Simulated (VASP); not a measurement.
**Band-structure calculation, with input and output: BaZrO₃**

The run: band-structure calculation of BaZrO₃ (P4/mmm, 5 atoms in the cell). Method and program: DFT, PBE, plane waves, PAW (VASP 6.6.1).

The structure was built on a prototype by a generator; it need not be a known phase. The geometry comes from this level: r2SCAN (a point of a series of strains). It belongs to a series of runs on one base structure; here: uniaxial_z strain +2.0%.

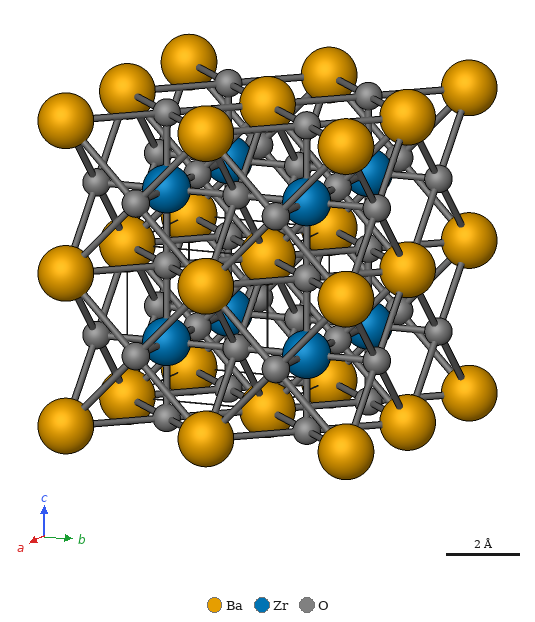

Fig. 1: The structure (ball-and-stick view of the cell of the calculation, repeated 2 × 2 × 2, seen slightly off an axis). An atom can appear more than once, as a periodic image.

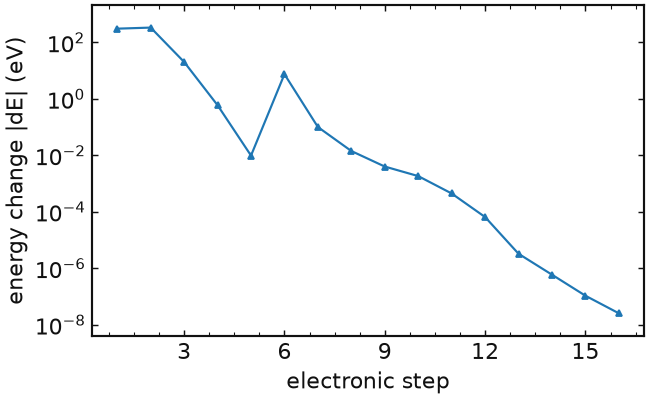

Fig. 2: Convergence of the self-consistent field: energy change |dE| against the electronic step. It takes 16 electronic steps. The density is held fixed in the first few steps, and dE rises again when its update begins.

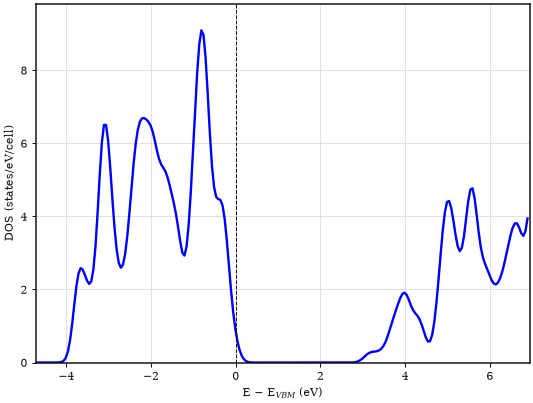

Fig. 3: Density of states (the curve is built from the levels of the k mesh with Gaussians 0.3 eV wide, which also blur the band edges), with energies from the valence-band top. There is a gap of 3.08 eV on the k-point mesh. Small ripples come from the finite k-point mesh.

The input and output of the run follow.

### INCAR
```
ENCUT = 520.000000
SIGMA = 0.020000
EDIFF = 1.00e-07
GGA = PE
PREC = Accurate
IBRION = -1
ISIF = 2
ISMEAR = -1
NBANDS = 28
NELM = 120
NSW = 0
LASPH = .TRUE.
LCHARG = .FALSE.
LWAVE = .FALSE.
LREAL = .FALSE.
```

### KPOINTS
```
KPOINTS created by Atomic Simulation Environment
0
Gamma
6 6 6
0 0 0
```

### KPOINTS_OPT
```
special points
4
Reciprocal
0.0000000000 0.0000000000 0.0000000000 1
0.0000000000 0.5000000000 0.0000000000 1
0.5000000000 0.5000000000 0.0000000000 1
0.5000000000 0.5000000000 0.5000000000 1
```

### POSCAR
```
Ba Zr O
 1.0000000000000000
     4.2053549142000000    0.0000000000000000    0.0000000000000000
     0.0000000000000000    4.2053549142000000    0.0000000000000000
     0.0000000000000000    0.0000000000000000    4.2894620124999996
 Ba  Zr  O
   1   1   3
Cartesian
  0.0000000000000000  0.0000000000000000  0.0000000000000000
  2.1026774571000000  2.1026774571000000  2.1447310062499993
  2.1026774571000000  2.1026774571000000  0.0000000000000000
  2.1026774571000000  0.0000000000000000  2.1447310062499993
  0.0000000000000000  2.1026774571000000  2.1447310062499993
```

Command:
```bash
mpirun -np 1 vasp_std
```

### OSZICAR
```
N       E                     dE             d eps       ncg     rms          rms(c)
DAV:   1     0.308891749586E+03    0.30889E+03   -0.21832E+04  2240   0.140E+03
DAV:   2    -0.283346483754E+02   -0.33723E+03   -0.32626E+03  2780   0.351E+02
DAV:   3    -0.487640290558E+02   -0.20429E+02   -0.20342E+02  3436   0.812E+01
DAV:   4    -0.493638329782E+02   -0.59980E+00   -0.59890E+00  3188   0.111E+01
DAV:   5    -0.493736982874E+02   -0.98653E-02   -0.98645E-02  3096   0.116E+00    0.273E+01
DAV:   6    -0.418303915491E+02    0.75433E+01   -0.39111E+01  2648   0.379E+01    0.120E+01
DAV:   7    -0.417290918646E+02    0.10130E+00   -0.28842E+00  3132   0.922E+00    0.729E+00
DAV:   8    -0.417147665782E+02    0.14325E-01   -0.38642E-01  2704   0.442E+00    0.729E-01
DAV:   9    -0.417107338544E+02    0.40327E-02   -0.62677E-02  3116   0.138E+00    0.538E-01
DAV:  10    -0.417125873549E+02   -0.18535E-02   -0.16980E-02  3124   0.104E+00    0.261E-01
DAV:  11    -0.417121387152E+02    0.44864E-03   -0.21977E-03  2772   0.373E-01    0.403E-02
DAV:  12    -0.417122043747E+02   -0.65659E-04   -0.19455E-04  2668   0.944E-02    0.440E-02
DAV:  13    -0.417122010898E+02    0.32849E-05   -0.38387E-05  3352   0.415E-02    0.643E-03
DAV:  14    -0.417122016861E+02   -0.59628E-06   -0.42878E-06  2664   0.149E-02    0.474E-03
DAV:  15    -0.417122015787E+02    0.10735E-06   -0.50839E-07  2860   0.455E-03    0.109E-03
DAV:  16    -0.417122016043E+02   -0.25558E-07   -0.32326E-08  1504   0.120E-03
   1 F= -.41712202E+02 E0= -.41712202E+02  d E =-.346766E-12
       N       E                     dE             ncg
DAV:   1     0.323851485759E+04   -0.37548E+04      224
DAV:   2     0.193476188673E+04   -0.13038E+04      280
DAV:   3     0.184779286034E+04   -0.86969E+02      384
DAV:   4     0.184595386727E+04   -0.18390E+01      284
DAV:   5     0.184590220279E+04   -0.51664E-01      328
DAV:   6     0.184590170432E+04   -0.49847E-03      280
DAV:   7     0.184590169423E+04   -0.10095E-04      332
DAV:   8     0.184590169409E+04   -0.14102E-06      256
DAV:   9     0.184590169408E+04   -0.50345E-08      228
```

### Parts of OUTCAR
```
k-points           NKPTS =     40   k-points in BZ     NKDIM =     40   number of bands    NBANDS=     28

   NELECT =      40.0000    total number of electrons

   dimension x,y,z NGX =    32 NGY =   32 NGZ =   32
   dimension x,y,z NGXF=    64 NGYF=   64 NGZF=   64

  energy-cutoff  :      520.00
  volume of cell :       75.86
      direct lattice vectors                 reciprocal lattice vectors
     4.205354914  0.000000000  0.000000000     0.237792058  0.000000000  0.000000000
     0.000000000  4.205354914  0.000000000     0.000000000  0.237792058  0.000000000
     0.000000000  0.000000000  4.289462012     0.000000000  0.000000000  0.233129469

 k-points in reciprocal lattice and weights: KPOINTS created by Atomic Simulation Env
   0.00000000  0.00000000  0.00000000       0.005
   0.16666667  0.00000000  0.00000000       0.019
   0.33333333  0.00000000  0.00000000       0.019
   0.50000000  0.00000000  0.00000000       0.009
   0.16666667  0.16666667  0.00000000       0.019
   0.33333333  0.16666667  0.00000000       0.037
   0.50000000  0.16666667  0.00000000       0.019
   0.33333333  0.33333333  0.00000000       0.019
   0.50000000  0.33333333  0.00000000       0.019
   0.50000000  0.50000000  0.00000000       0.005
   0.00000000  0.00000000  0.16666667       0.009
   0.16666667  0.00000000  0.16666667       0.037
   0.33333333  0.00000000  0.16666667       0.037
   0.50000000  0.00000000  0.16666667       0.019
   0.16666667  0.16666667  0.16666667       0.037
   0.33333333  0.16666667  0.16666667       0.074
   0.50000000  0.16666667  0.16666667       0.037
   0.33333333  0.33333333  0.16666667       0.037
   0.50000000  0.33333333  0.16666667       0.037
   0.50000000  0.50000000  0.16666667       0.009
   0.00000000  0.00000000  0.33333333       0.009
   0.16666667  0.00000000  0.33333333       0.037
   0.33333333  0.00000000  0.33333333       0.037
   0.50000000  0.00000000  0.33333333       0.019
   0.16666667  0.16666667  0.33333333       0.037
   0.33333333  0.16666667  0.33333333       0.074
   0.50000000  0.16666667  0.33333333       0.037
   0.33333333  0.33333333  0.33333333       0.037
   0.50000000  0.33333333  0.33333333       0.037
   0.50000000  0.50000000  0.33333333       0.009
   0.00000000  0.00000000  0.50000000       0.005
   0.16666667  0.00000000  0.50000000       0.019
   0.33333333  0.00000000  0.50000000       0.019
   0.50000000  0.00000000  0.50000000       0.009
   0.16666667  0.16666667  0.50000000       0.019
   0.33333333  0.16666667  0.50000000       0.037
   0.50000000  0.16666667  0.50000000       0.019
   0.33333333  0.33333333  0.50000000       0.019
   0.50000000  0.33333333  0.50000000       0.019
   0.50000000  0.50000000  0.50000000       0.005

 E-fermi :   4.0876

 k-point     1 :       0.0000    0.0000    0.0000
  band No.  band energies     occupation
      1     -43.6248      2.00000
      2     -21.8298      2.00000
      3     -21.7546      2.00000
      4     -21.7546      2.00000
      5     -21.7334      2.00000
      6     -12.7563      2.00000
      7     -12.4928      2.00000
      8     -12.3787      2.00000
      9      -6.9864      2.00000
     10      -6.9460      2.00000
     11      -6.9460      2.00000
     12       2.0218      2.00000
     13       2.1159      2.00000
     14       2.1159      2.00000
     15       2.5912      2.00000
     16       2.6635      2.00000
     17       2.6635      2.00000
     18       3.3020      2.00000
     19       3.3363      2.00000
     20       3.3363      2.00000
     21       6.6756      0.00000
     22       6.6756      0.00000
     23       6.7582      0.00000
     24       8.1182      0.00000
     25       8.2706      0.00000
     26       9.2143      0.00000
     27      10.6077      0.00000
     28      10.8418      0.00000

 k-point     2 :       0.1667    0.0000    0.0000
  band No.  band energies     occupation
      1     -43.6240      2.00000
      2     -21.9183      2.00000
      3     -21.7530      2.00000
      4     -21.7318      2.00000
      5     -21.7120      2.00000
      6     -12.7361      2.00000
      7     -12.4031      2.00000
      8     -12.3074      2.00000
      9      -6.9700      2.00000
     10      -6.9288      2.00000
     11      -6.9061      2.00000
     12       1.6597      2.00000
     13       1.9401      2.00000
     14       2.0392      2.00000
     15       2.3425      2.00000
     16       2.4042      2.00000
     17       2.4631      2.00000
     18       2.7191      2.00000
     19       3.2137      2.00000
     20       3.2488      2.00000
     21       6.7701      0.00000
     22       7.2760      0.00000
     23       7.3487      0.00000
     24       8.5570      0.00000
     25       8.7017      0.00000
     26       9.7577      0.00000
     27      10.6695      0.00000
     28      11.5910      0.00000

 k-point     3 :       0.3333    0.0000    0.0000
  band No.  band energies     occupation
      1     -43.6224      2.00000
      2     -22.0472      2.00000
      3     -21.7498      2.00000
      4     -21.7285      2.00000
      5     -21.6705      2.00000
      6     -12.8143      2.00000
      7     -12.3906      2.00000
      8     -11.8488      2.00000
      9      -6.9368      2.00000
     10      -6.8940      2.00000
     11      -6.8270      2.00000
     12       0.5116      2.00000
     13       1.7449      2.00000
     14       1.8635      2.00000
     15       1.9571      2.00000
     16       1.9927      2.00000
     17       2.0461      2.00000
     18       2.1370      2.00000
     19       3.1051      2.00000
     20       3.1344      2.00000
     21       6.9851      0.00000
     22       8.4738      0.00000
     23       8.5214      0.00000
     24       9.4765      0.00000
     25       9.6219      0.00000
     26      10.5856      0.00000
     27      11.0265      0.00000
     28      11.1573      0.00000

 k-point     4 :       0.5000    0.0000    0.0000
  band No.  band energies     occupation
      1     -43.6216      2.00000
      2     -22.1052      2.00000
      3     -21.7482      2.00000
      4     -21.7269      2.00000
      5     -21.6542      2.00000
      6     -12.8647      2.00000
      7     -12.3871      2.00000
      8     -11.5862      2.00000
      9      -6.9200      2.00000
     10      -6.8764      2.00000
     11      -6.7876      2.00000
     12      -0.0810      2.00000
     13       1.6269      2.00000
     14       1.7582      2.00000
     15       1.8135      2.00000
     16       1.8332      2.00000
     17       1.8333      2.00000
     18       1.9809      2.00000
     19       3.0675      2.00000
     20       3.0939      2.00000
     21       7.1101      0.00000
     22       9.1586      0.00000
     23       9.1795      0.00000
     24       9.9615      0.00000
     25      10.1614      0.00000
     26      10.5975      0.00000
     27      10.7425      0.00000
     28      11.8339      0.00000

 k-point     5 :       0.1667    0.1667    0.0000
  band No.  band energies     occupation
      1     -43.6232      2.00000
      2     -21.9349      2.00000
      3     -21.8130      2.00000
      4     -21.7302      2.00000
      5     -21.6816      2.00000
      6     -12.6419      2.00000
      7     -12.3091      2.00000
      8     -12.3007      2.00000
      9      -6.9813      2.00000
     10      -6.9511      2.00000
     11      -6.8413      2.00000
     12       1.4417      2.00000
     13       1.7051      2.00000
     14       1.8557      2.00000
     15       1.8844      2.00000
     16       2.1284      2.00000
     17       2.5424      2.00000
     18       2.6874      2.00000
     19       2.9820      2.00000
     20       3.0980      2.00000
     21       7.3212      0.00000
     22       7.3861      0.00000
     23       7.6734      0.00000
     24       9.0027      0.00000
     25       9.1405      0.00000
     26      10.0598      0.00000
     27      11.0983      0.00000
     28      11.5054      0.00000

 [... the levels of 34 k-points are left out ...]

 k-point    40 :       0.5000    0.5000    0.5000
  band No.  band energies     occupation
      1     -43.6163      2.00000
      2     -21.9738      2.00000
      3     -21.9738      2.00000
      4     -21.9033      2.00000
      5     -21.7177      2.00000
      6     -11.6250      2.00000
      7     -11.6006      2.00000
      8     -11.6006      2.00000
      9      -7.4099      2.00000
     10      -7.4099      2.00000
     11      -7.3659      2.00000
     12      -0.1578      2.00000
     13      -0.0267      2.00000
     14       0.1557      2.00000
     15       0.9486      2.00000
     16       1.1087      2.00000
     17       1.1087      2.00000
     18       3.5701      2.00000
     19       3.5701      2.00000
     20       3.5984      2.00000
     21       9.4067      0.00000
     22       9.4067      0.00000
     23       9.5092      0.00000
     24      10.2747      0.00000
     25      10.2747      0.00000
     26      10.4324      0.00000
     27      12.4226      0.00000
     28      12.6160      0.00000

  Total        0.8277843      0.8277843     -1.1024445      0.0000000      0.0000000      0.0000000
  in kB       17.4831484     17.4831484    -23.2840844      0.0000000      0.0000000      0.0000000
  external PRESSURE =       3.8940708 kB  Pullay stress =       0.0000000 kB

 POSITION                                       TOTAL-FORCE (eV/Angst)
 -----------------------------------------------------------------------------------
      0.00000      0.00000      0.00000         0.000000      0.000000      0.000000
      2.10268      2.10268      2.14473         0.000000      0.000000      0.000000
      2.10268      2.10268      0.00000         0.000000      0.000000      0.000000
      2.10268      0.00000      2.14473         0.000000      0.000000      0.000000
      0.00000      2.10268      2.14473         0.000000      0.000000      0.000000
 -----------------------------------------------------------------------------------
    total drift:                                0.000000     -0.000000     -0.000000

  FREE ENERGIE OF THE ION-ELECTRON SYSTEM (eV)
  ---------------------------------------------------
  free  energy   TOTEN  =       -41.7122016043 eV

  energy  without entropy=      -41.7122016043  energy(sigma->0) =      -41.71220160
```

### Summary

```csv
quantity,value
outcome,converged
space group (tolerance 0.01 Å),P4/mmm (123)
electrons treated,40
free energy,−41.7122 eV
Fermi energy,4.088 eV
band gap,3.08 eV
pressure,0.39 GPa
largest force (length of the vector),under 0.001 eV/Å
hardware,"1 CPU thread, shared host"
wall time,67 s
peak memory,0.26 GiB
```
